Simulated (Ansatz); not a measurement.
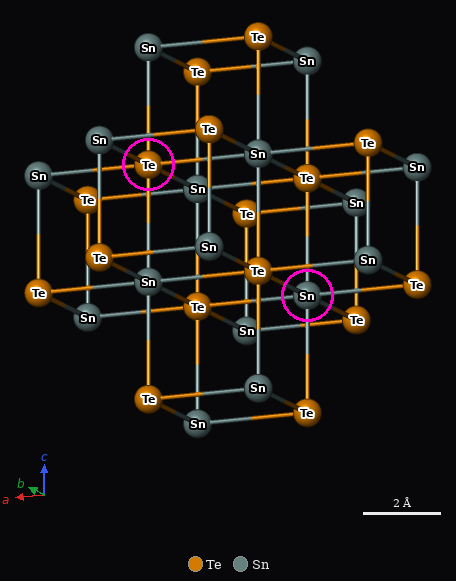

Perfect SnTe. A ball-and-stick model of the atoms within 6.5 Å of one point, seen from a free direction.

All numbers below come from DFT, PBEsol, PAW, plane waves (Ansatz). Set-up: plane-wave cutoff 420 eV; k-point mesh 1 × 1 × 1; mesh shifted by (0.25, 0.25, 0.25); no spin polarisation. Fermi-Dirac smearing of 0.01 eV. The axes drawn are those of the host's conventional cell.

A tellurium atom is replaced by tin and a tin atom is replaced by tellurium, the two sites 5.4 Å apart at the ringed places, in charge state 0. The supercell has 64 sites, and the atoms are relaxed at the host's cell.

Q: How do the neighbours respond?

A: In the host the Te atom has 6 Sn at 3.14 Å; the Sn atom ends with 6 Sn at 2.93 to 3.11 Å. In the host the Sn atom has 6 Te at 3.14 Å; the Te atom ends with 6 Te at 2.94 to 3.40 Å. Of the host's atoms, a tin atom moves furthest from its site, by 0.22 Å. The Te atom itself moves 0.36 Å from where it was put.

The relaxed defect, seen from the same direction:

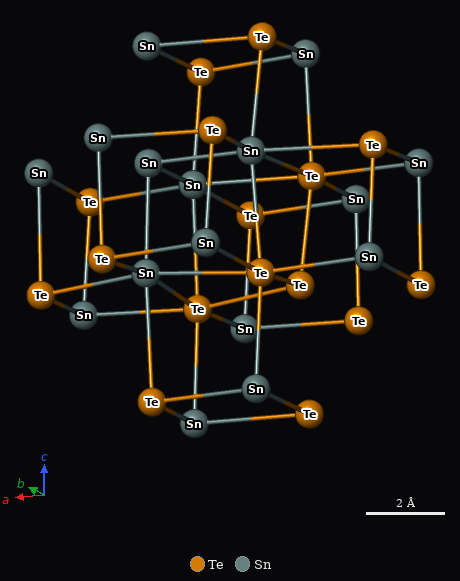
